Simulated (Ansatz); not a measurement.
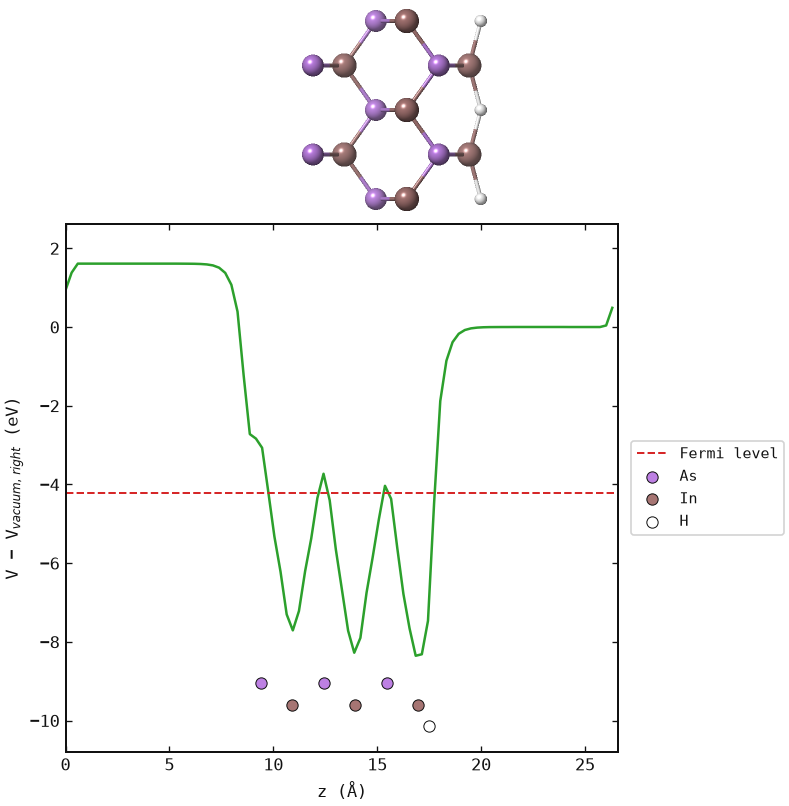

Plane-averaged electrostatic potential energy of an electron across the slab; circles at the bottom mark the heights of the atoms (positions after relaxation). The structure is drawn too.

The material is a (100) slab cut from InAs (F-43m), of composition In3As3H (not the bulk's), ended by In above and As below, 7 atoms in the cell.

Method: DFT PBEsol, scalar-relativistic, plane waves, PAW, no spin polarisation, 7×7×1 k mesh, 420 eV cutoff, Gaussian smearing of 0.1 eV (Ansatz 0.2.0).

Question: Read off the work function of each face.

Answer: The work function is 4.22 eV at the right face and 5.84 eV at the left.

Question: How thick are slab and vacuum?

Answer: The outermost atoms are 8.1 Å apart, which leaves 18.5 Å of vacuum in a cell 26.6 Å high.
